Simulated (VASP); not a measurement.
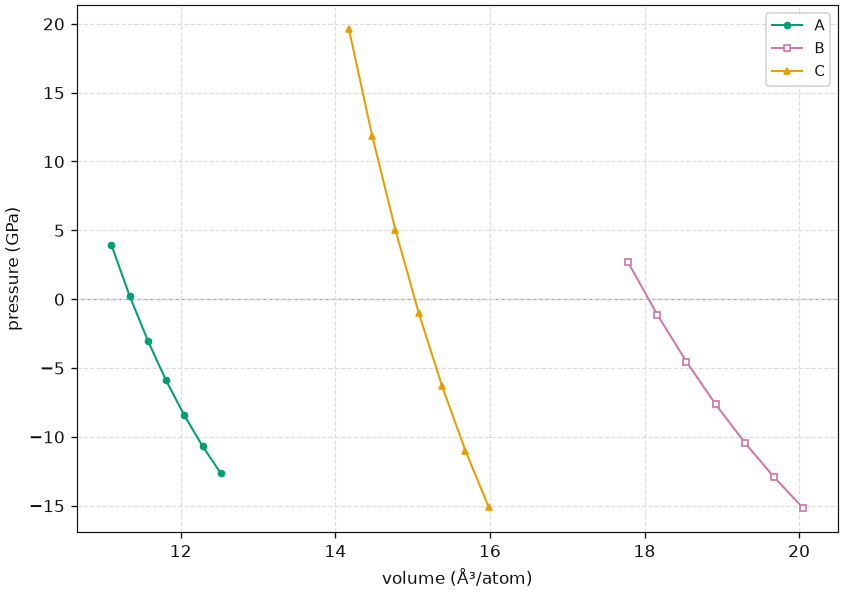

Plotted: pressure against volume, with one curve for each element, for Cu, Nb and Pt (all in space group Fm-3m (No. 225)). The labels are replaced by letters.

How it was computed, with VASP 6.6.1: plane-wave DFT, no spin polarisation; energies at scaled volumes of the given cell, shape and fractions fixed, counted from the fit's minimum, third-order Birch-Murnaghan fit. Level: PBEsol.

| setting | value |
| --- | --- |
| occupations | Fermi–Dirac |
| smearing width | 0.05 eV |
| potentials | VASP PAW PBE potentials, recommended |
| wave cutoff | 520 eV |

> Which letter stands for which compound?

A: Cu; B: Nb; C: Pt.

Caveats: spin-orbit coupling left out, heavy elements (Pt).
